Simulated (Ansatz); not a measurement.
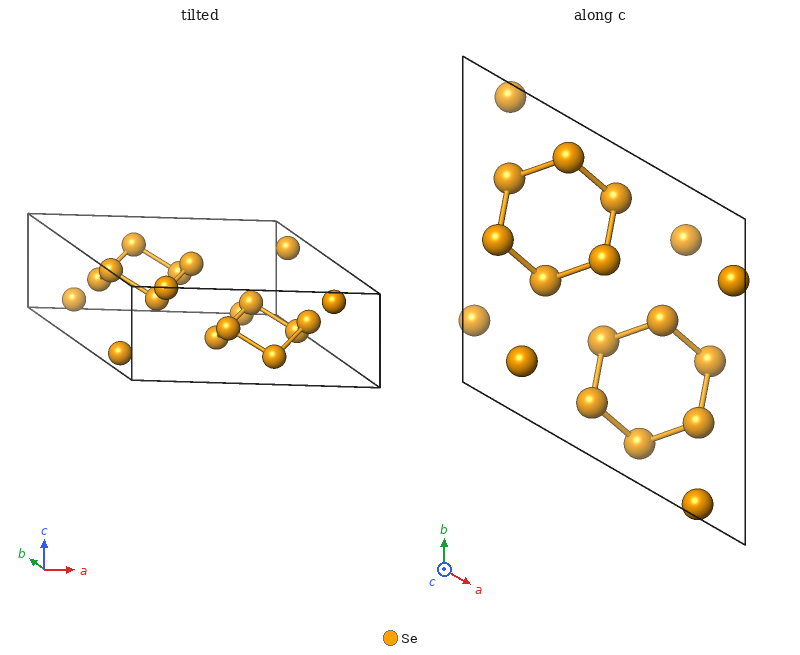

A ball-and-stick rendering, viewed slightly off an axis and along the c axis. The lines enclose the conventional unit cell; boundary atoms appear with their images.

Se, space group R-3 (No. 148), a = 10.932 Å, b = 10.932 Å, c = 4.340 Å, α = 90.00°, β = 90.00°, γ = 120.00°. The structure was taken from a structure listed in the Materials Project. The cell was then strained or its atoms displaced on purpose. It was run through Ansatz as a DFT input.

This one geometry was computed with Ansatz (DFT, plane waves, PAW) at three levels of theory: HSE06, PBE and r2SCAN.

> Which level gives the highest pressure at this volume, and what does that say about its equilibrium volume?

Highest: PBE (4.2 GPa), which points to the largest equilibrium volume. Lowest, with the smallest volume: HSE06 (1.8 GPa). Levels within 0.5 GPa of each other can't be told apart.

> How does the band gap change with the level of theory?

PBE: a gap of 1.10 eV, indirect; r2SCAN: a gap of 1.39 eV, indirect; HSE06: a gap of 1.92 eV, indirect.

> Collect the results in a table.

| level | cutoff (eV) | k-mesh of the run's cell | gap (eV) | pressure (GPa) |
| --- | --- | --- | --- | --- |
| HSE06 | 420 | 4×4×4 | 1.92 | 1.8 |
| PBE | 420 | 6×6×6 | 1.10 | 4.2 |
| r2SCAN | 500 | 6×6×6 | 1.39 | 2.8 |

Gaps are taken on the k-mesh or band path of each run.
